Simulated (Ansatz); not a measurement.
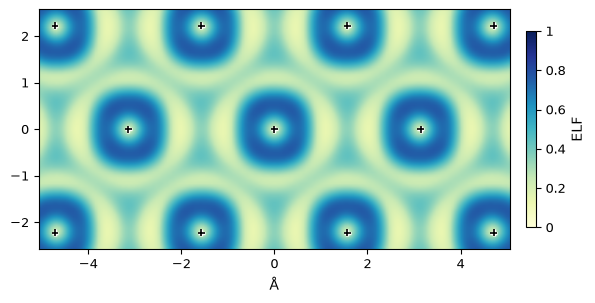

The ELF on a plane through atoms (crosses mark nuclei in the plane).

All numbers below come from Ansatz 0.2.0, DFT PBEsol, scalar-relativistic, plane waves, PAW.

Candidates:
A. MgO, a = 2.94 Å, b = 2.94 Å, c = 7.79 Å, α = 90.00°, β = 90.00°, γ = 120.00°. Space group R-3m; computed pressure about −6 GPa in this cell.
B. Mo, a = 3.14 Å, b = 3.14 Å, c = 3.14 Å, α = 90.00°, β = 90.00°, γ = 90.00°. Space group Im-3m; computed pressure about −3 GPa in this cell; computed without spin polarisation.

Q: Which system is this?

A: Candidate B: Mo on the (101̄) plane of the conventional cell, which holds Mo. Mo–Mo (2.72 Å): the ELF is about 0.30 at the midpoint; no localised pair shows between them.
